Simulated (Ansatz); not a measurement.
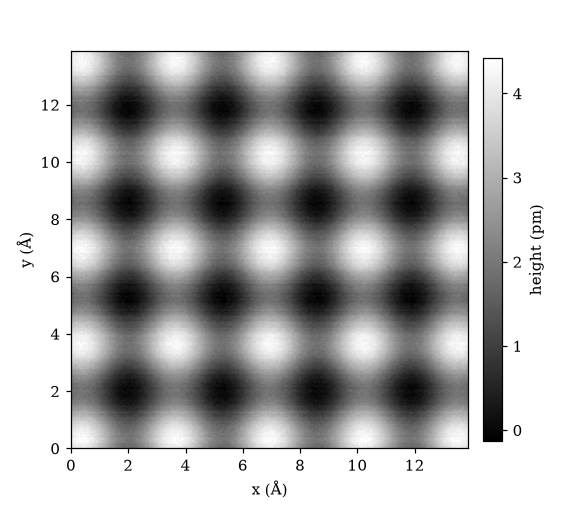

Simulated STM image (constant-current image at a set point of 1.2 × 10⁻⁴ e/Å³, sample bias −0.50 V). Noise was added.

Images follow the Tersoff–Hamann model: the current is the local density of the sample's states between the Fermi level and the bias, at the tip's centre. Bias windows are sharp sums over the levels of the k mesh.

**Read the surface lattice from the image: type, spacings and angle.**

The pattern repeats on a square lattice with shortest vectors of 3.3 Å at 90°, a cell of 10.9 Å², with 1 maximum above 60 % of the range in each cell.

The surface:

Ta(100) (Im-3m bulk, 7 atomic planes (those closer than 0.6 Å count as one), 10 Å). The brightest spots lie over the top Ta atoms; the darkest points are over the Ta atoms 1.5 Å below the top plane. So weak a contrast (4 pm) depends on the k-mesh and on the tip.

Level of theory: Ansatz, DFT PBE, scalar-relativistic, plane waves, PAW. Cutoff 420 eV, 18 × 18 k-points, Gaussian smearing 0.1 eV, dipole correction. The slab is a cut without reconstruction beyond its cell, at the source's lattice constants, with its lower half held fixed and the rest relaxed. No spin polarisation. Spin–orbit coupling is left out; with Ta it can shift levels and gaps. The run warns that the functional's potential is rough in the thin density of the vacuum, where the tip is; weak contrasts and barriers may feel it.
